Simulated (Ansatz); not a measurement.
# Relaxing (5,5) carbon nanotube (60 atoms)

How does (5,5) carbon nanotube (60 atoms) relax, and what do bonds, charges and levels look like afterwards?

Method: Kohn-Sham DFT, PBE+D4, PAW (set soft_2), plane waves, in Ansatz 0.2.0.

## (1) The starting structure

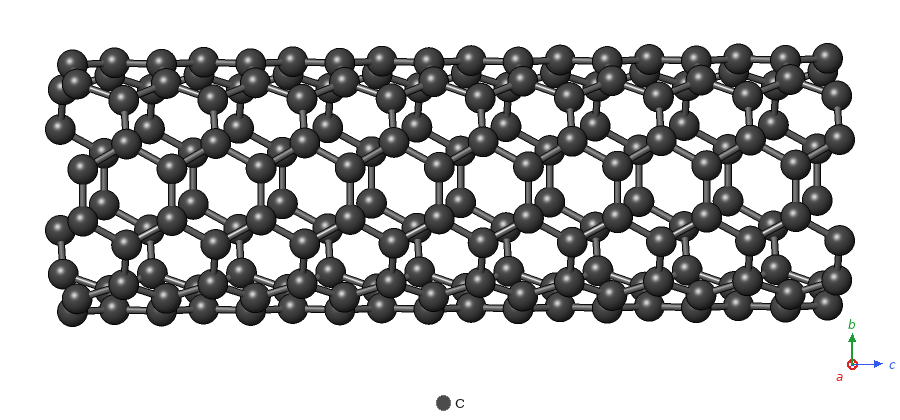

Start, viewed from the side, with the c axis across the page; carbon dark grey. 1×1×3 cells are drawn.

The cell holds 60 atoms: 60 C. Its edges and angles: a = 15.633 Å, b = 15.744 Å, c = 7.295 Å, α = 90.0°, β = 90.0°, γ = 90.0°. It derives from C (graphene). Graphene sheet (a = 2.46 Å) rolled into a (5,5) tube of diameter 6.78 Å, 3 periods, 9 Å of vacuum; minimised with a classical potential (one cell length free). Vacuum lies along a and b. The structure repeats along c.

## (2) Single point at the start

The forces at the start show how far the geometry lies from a minimum of this functional.

File input.yaml:

```yaml
crystal:
  lattice:
    - [15.63316, 0.0, 0.0]
    - [0.0, 15.7442, 0.0]
    - [0.0, 0.0, 7.29523]
  atoms:
    - { symbol: C, position: [0.71132, 0.54462, 0.17248] }
    - { symbol: C, position: [0.69737, 0.58723, 0.00581] }
    - { symbol: C, position: [0.64454, 0.65942, 0.00581] }
    - { symbol: C, position: [0.60803, 0.68575, 0.17248] }
    [... 50 atom lines left out ...]
    - { symbol: C, position: [0.47744, 0.28667, 0.00581] }
    - { symbol: C, position: [0.52256, 0.28667, 0.83914] }
    - { symbol: C, position: [0.60803, 0.31425, 0.83914] }
    - { symbol: C, position: [0.64454, 0.34058, 0.00581] }
    - { symbol: C, position: [0.69737, 0.41277, 0.00581] }
    - { symbol: C, position: [0.71132, 0.45538, 0.83914] }
kpoints:
  mp_grid: { grid: [1, 1, 2] }
hamiltonian:
  xc: pbe
  dispersion: d4
scf:
  occupations: { method: gaussian, width: 0.025 }
output:
  forces: true
  populations: true
  dos:
    method: { smearing: { sigma: 0.08 } }
    de: 0.1
    projected: { site_lists: { C: [C] } }
  eigenvalues: true
```

Command:

```
> ansatz run input.yaml --threads 4 --pin off --max-ram 8192MiB --backend cpu --events-out ev --progress --plain --runs-dir out
```

The job ended after 23 s (4 threads of Arm Neoverse V1, shared host; peak memory 3.4 GiB).

The program notes that positions were snapped to a detected symmetry.

The run gave:

* free energy: -15051.7008 eV
* free energy per atom: -250.8617 eV/atom
* SCF cycles: 7
* r.m.s. force component: 0.2692 eV/Å
* longest force: 0.4674 eV/Å
* Fermi energy: -0.8104 eV
* spilling of the projection: 0.01074

The r.m.s. force component of 0.27 eV/Å sets the starting point.

Length of the force by element:

| element | coordination | atoms | mean length of the force (eV/Å) | spread | least | most |
| --- | --- | --- | --- | --- | --- | --- |
| C | all | 60 | 0.466 | 7.0e-4 | 0.465 | 0.467 |

## (3) Relaxation

The atoms are relaxed in the fixed cell, aiming at the force tolerance of the input.

input.yaml, the sections that differ from step 2:

```yaml
output:
  forces: true
relax:
  f_tol: 0.05
  max_steps: 94
# crystal, kpoints, hamiltonian, scf: as in step 2
```

The job ended after 42 s (4 threads; peak memory 3.3 GiB).

Step by step:

| step | energy less that of the first step (eV) | largest force component (eV/Å) |
| --- | --- | --- |
| 1 | 0.0000 | 0.4619 |
| 2 | -0.4473 | 0.1823 |
| 3 | -0.4786 | 0.1545 |
| 4 | -0.4852 | 0.0014 |
| 5 | -0.4852 | 0.0014 |

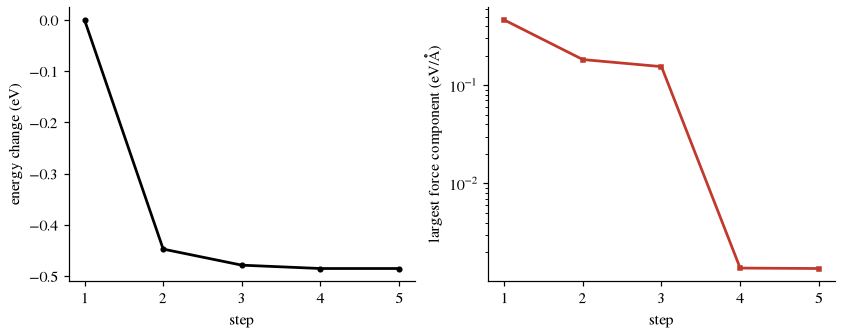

Energy and largest force along the relaxation.

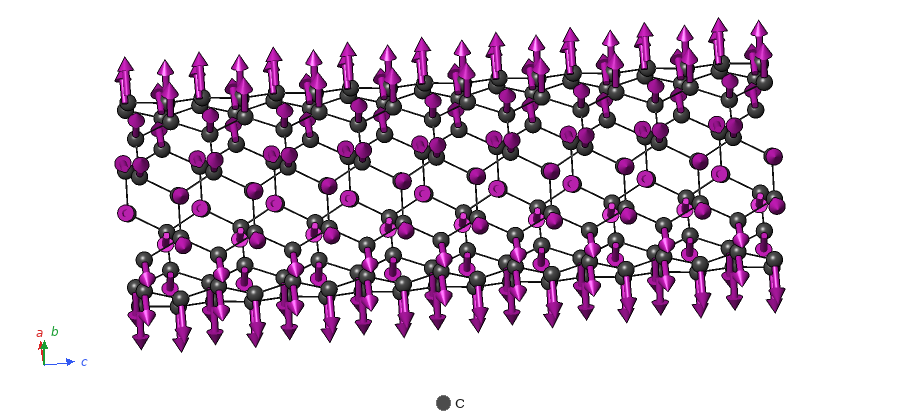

Displacements in the relaxation, exaggerated; the longest in the cell stands for 0.05 Å. 1×1×3 cells are drawn.

The atoms that moved most (Å):

```
atom      dx      dy     dz  length
  C6  -0.011   0.053  0.000   0.054
 C26  -0.011   0.053  0.000   0.054
 C46  -0.011   0.053  0.000   0.054
 C25   0.011   0.053  0.000   0.054
 C45   0.011   0.053  0.000   0.054
  C5   0.011   0.053  0.000   0.054
 C15  -0.011  -0.053  0.000   0.054
 C35  -0.011  -0.053  0.000   0.054
```

The relaxation changed the energy by -8.09 meV/atom, and atoms moved by 0.054 Å r.m.s., 0.054 Å at most.

## (4) Structure statistics after relaxation

Bonds before and after, by the cutoffs listed below:

| pair | bonds before | bonds after | mean before (Å) | mean after (Å) | spread before (Å) | spread after (Å) |
| --- | --- | --- | --- | --- | --- | --- |
| C-C | 90 | 90 | 1.405 | 1.417 | 0.000 | 0.000 |

Normalised to the volume that the atoms fill. Pair distribution function in bins of 0.2 Å:

```
r (Å)  total
 1.40   5.50
 1.60   0.00
 1.80   0.00
 2.00   0.00
 2.20   0.00
 2.40   3.79
 2.60   0.00
 2.80   1.41
 3.00   0.00
 3.20   0.00
 3.40   0.00
 3.60   0.56
 3.80   1.07
 4.00   0.46
 4.20   0.83
 4.40   0.00
 4.60   0.00
 4.80   1.31
 5.00   0.73
 5.20   0.00
 5.40   0.00
 5.60   0.93
 5.80   0.22
 6.00   0.11
 6.20   0.20
 6.40   1.10
 6.60   0.51
 6.80   0.24
```

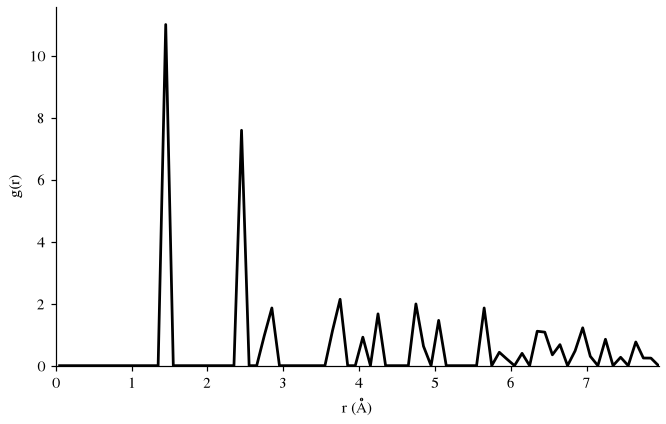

Pair distribution functions.

Bonds by pair of elements; cutoffs follow the first minimum of g(r), held within bounds set by covalent radii, and pairs that aren't listed don't count as bonded:

```
pair A-B  cutoff (Å)  bonds  mean length (Å)  spread (Å)  shortest (Å)  B about A  A about B
     C-C        1.82     90             1.42           0          1.42          3          3
```

How many atoms have how many bonded neighbours:

```csv
element,mean,3
C,3,60
```

Bond angles, per cent of each kind in bins of 5°:

| angle (°) | C-C-C |
| --- | --- |
| 115–120 | 100.0 |

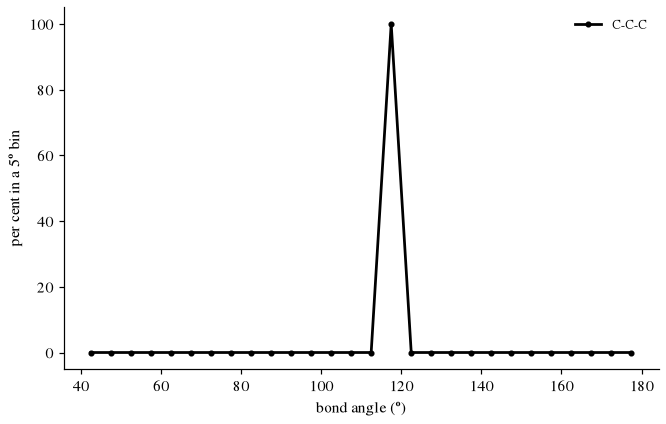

Distributions of the most common bond angles.

Bond angles (no mean is given where the spread exceeds 20°):

| angle | count | mean (°) | spread (°) |
| --- | --- | --- | --- |
| C-C-C | 180 | 119 | 0.5 |

By these cutoffs all C atoms have 3 bonded neighbours. The C-C-C angle averages 119° with a spread of 0.5°.

## (5) Single point at the relaxed geometry

One more single point at the end of the walk gives the fuller output and checks the residual forces.

File input.yaml:

```yaml
crystal:
  lattice:
    - [15.63316, 0.0, 0.0]
    - [0.0, 15.7442, 0.0]
    - [0.0, 0.0, 7.29523]
  atoms:
    - { symbol: C, position: [0.7147, 0.545, 0.17248] }
    - { symbol: C, position: [0.70033, 0.58891, 0.00581] }
    - { symbol: C, position: [0.64706, 0.66173, 0.00581] }
    - { symbol: C, position: [0.60945, 0.68887, 0.17248] }
    [... 50 atom lines left out ...]
    - { symbol: C, position: [0.47675, 0.28331, 0.00581] }
    - { symbol: C, position: [0.52325, 0.28331, 0.83914] }
    - { symbol: C, position: [0.60945, 0.31113, 0.83914] }
    - { symbol: C, position: [0.64706, 0.33827, 0.00581] }
    - { symbol: C, position: [0.70033, 0.41109, 0.00581] }
    - { symbol: C, position: [0.7147, 0.455, 0.83914] }
kpoints:
  mp_grid: { grid: [1, 1, 2] }
hamiltonian:
  xc: pbe
  dispersion: d4
scf:
  occupations: { method: gaussian, width: 0.025 }
output:
  forces: true
  populations: true
  dos:
    method: { smearing: { sigma: 0.15 } }
    de: 0.1
    projected: { site_lists: { C: [C] } }
  eigenvalues: true
  write_density: true
  write_potential: true
  volumetric_format: npy
  elf: true
```

Run time: 25 s. Hardware: 4 threads; peak memory 3.4 GiB.

The program notes that the exchange-correlation potential is rough where the density is thin.

Numbers from this run:

| Property | Result |
| --- | --- |
| free energy | -15052.1859 eV |
| free energy per atom | -250.8698 eV/atom |
| SCF cycles | 7 |
| r.m.s. force component | 0.00193 eV/Å |
| longest force | 0.00605 eV/Å |
| Fermi energy | -0.847 eV |
| spilling of the projection | 0.0106 |

The mean of these charges, 0.042 e, is only the charge that the projection spills.

Löwdin charges by element (they lack the spilled electrons, 0.042 e an atom on average):

```csv
element,coordination,atoms,mean charge (e),spread,least,most
C,all,60,0.0424,0,0.0424,0.0424
```

Density of states as counts of states in windows of 1 eV (from the Fermi level), total and the larger projections:

```
from (eV)  to (eV)  total   C p  C s
      -18      -17   12.7   4.6  7.8
      -17      -16    4.1   1.7  2.4
      -16      -15   14.4   6.5  7.6
      -15      -14   10.8   4.7  6.0
      -14      -13    6.0   4.2  1.7
      -13      -12    8.3   5.0  3.2
      -12      -11   14.9  10.3  4.5
      -11      -10    7.8   6.0  1.7
      -10       -9   11.5   9.6  1.8
       -9       -8   13.2  11.4  1.7
       -8       -7   27.1  24.7  1.9
       -7       -6   20.5  19.9  0.5
       -6       -5   19.2  18.1  0.9
       -5       -4   20.7  20.3  0.3
       -4       -3    9.9   9.8  0.0
       -3       -2   14.9  14.8  0.1
       -2       -1    6.2   6.1  0.0
       -1        0    2.0   2.0  0.0
        0        1    2.0   2.0  0.0
        1        2   11.0  10.5  0.2
        2        3   16.6  15.0  0.2
        3        4    9.7   3.6  0.5
        4        5   22.4   8.3  0.7
```

Between -21 and -18 eV lie 16 more states.

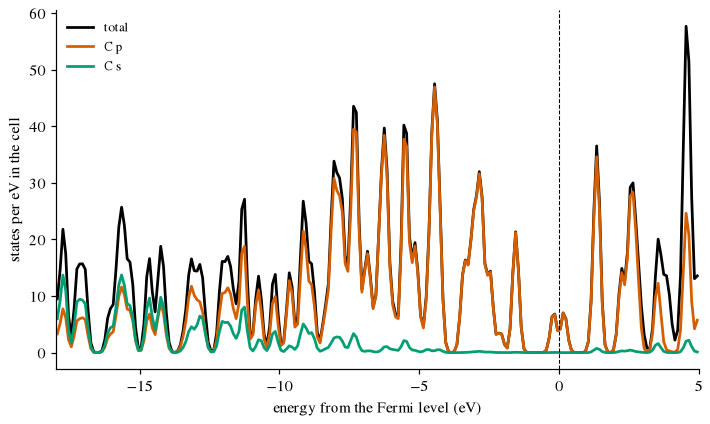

Total and projected density of states, with the broadening of the input.

The levels nearest the highest filled one (over half full), pooled over k-points and spins:

| level less the highest filled one (eV) | occupation |
| --- | --- |
| -1.37 | 2 |
| -1.37 | 2 |
| -1.32 | 2 |
| -1.32 | 2 |
| 0 | 2 |
| 0 | 2 |
| 0.373 | 0 |
| 0.373 | 0 |
| 1.44 | 0 |
| 1.44 | 0 |
| 1.55 | 0 |
| 1.55 | 0 |

Löwdin charges run from +0.04 to +0.04 e, about a mean that is the spilled charge alone. Within 0.4 eV of the Fermi level the largest share is C p (100 % of the projected weight).

1 further run on a deliberately doubtful input is not shown.

## (6) What came out

```json
{
  "energy change in the relaxation": "-8.086 meV/atom",
  "r.m.s. displacement": "0.054 Å",
  "largest displacement": "0.054 Å",
  "free energy per atom": "-250.8698 eV/atom",
  "r.m.s. force component": "0.00193 eV/Å",
  "wall time of the 3 DFT runs": "90 s"
}
```

In words: Relaxation lowers the energy by 8.09 meV/atom and moves atoms by 0.054 Å r.m.s.; the r.m.s. force component goes from 0.27 to 0.0019 eV/Å. By the final cutoffs no bond was broken or made. From the first step to the last the energy fell by 0.485 eV, and the largest move was 0.05 Å (C6, with 59 other atoms within 2 % of it). The C-C bonds go from 1.405 Å (spread 0.000) to 1.417 Å (spread 0.000). By these cutoffs all C atoms have 3 bonded neighbours. No gap is quoted: a carbon tube of such indices can be metallic, and the k-points needn't hold the crossing of its bands.

[Logs are printed without paths, hosts, clocks, repeated set-up lines and the standing remarks that a program may print on its own settings, such as how far it seeks lower states.]

[Hosts, paths, dates, database ids (printed as entryN), source tags and the programs' standing remarks are cut or masked in the printed files.]
